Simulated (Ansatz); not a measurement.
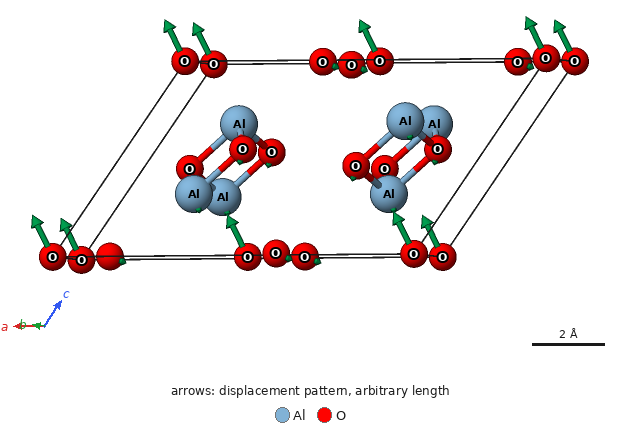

One vibrational mode of solid Al2O5 (a generated structure) at the zone centre. The green arrows are the displacements of the atoms (eigenvector over the root of the mass), of arbitrary overall length and sign. A ball-and-stick model of the conventional cell (2 times the calculation's cell), seen from a free direction. Lengths and directions refer to the drawn axes.

Theory: DFT PBE, scalar-relativistic, plane waves, PAW in Ansatz 0.2.0. Settings: plane-wave cutoff 420 eV; k-point mesh 10 × 10 × 6; occupations fixed; no spin polarisation.

Frequencies are those without the non-analytic (LO–TO) term.

Question: Give the symmetry, activity and frequency of this mode.

Answer: This is the B_u mode at 376 cm⁻¹, optical level 9 of 18, counted from below (1 lower level is imaginary, so the structure is unstable), infrared-active by symmetry. The kinetic energy is shared as O 94 %, Al 6 %. Its infrared intensity is 1.1 (D/Å)²/amu.

Limits of the set-up: layers or molecules are held without a dispersion correction, so their spacing is unreliable.
